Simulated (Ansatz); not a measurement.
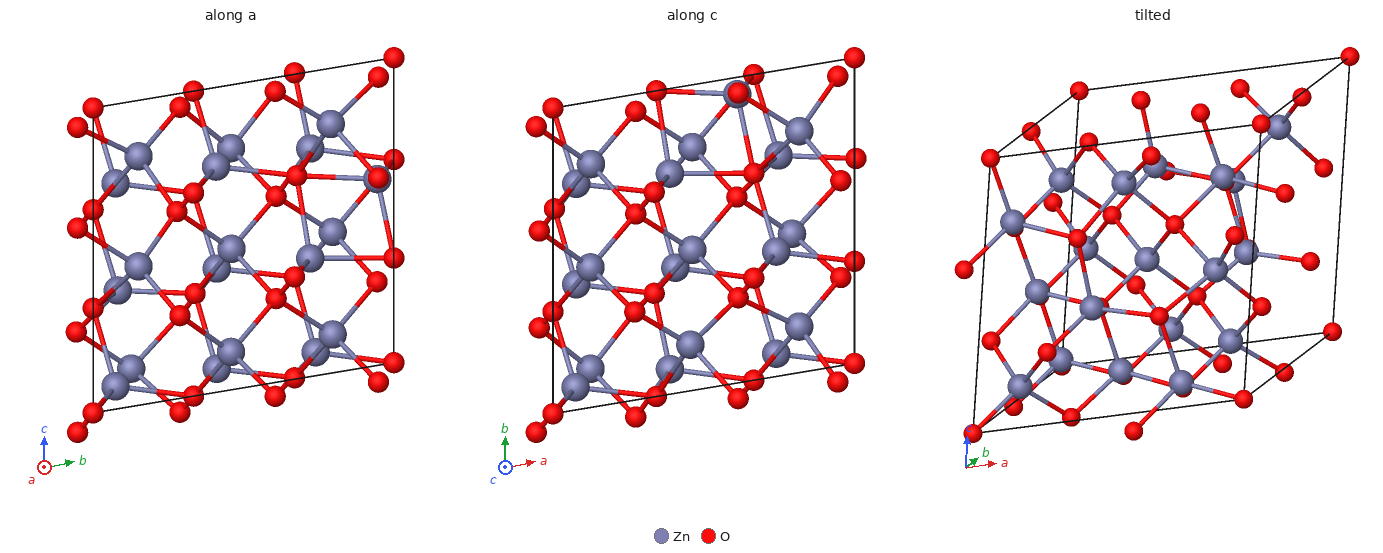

An orthographic ball-and-stick view of the structure, along the a axis, along the c axis and slightly off an axis. Atoms at the boundary of the simulation cell (the box) are drawn once for each face, edge or corner they touch. Some atoms of the next cells are drawn as well. Cell: a = 7.764 Å, b = 7.764 Å, c = 7.764 Å, α = 78.63°, β = 78.63°, γ = 78.63°.

In words:

The formula is Zn$_{19}$O$_{18}$. The cell has 37 atoms, namely 19 Zn, 18 O. The bonds build a three-dimensional framework.

The structure comes from a structure listed in the Materials Project, repeated into a supercell with a point defect put in. The atoms were relaxed in a fixed cell with Ansatz, DFT PBE, scalar-relativistic, plane waves, PAW.
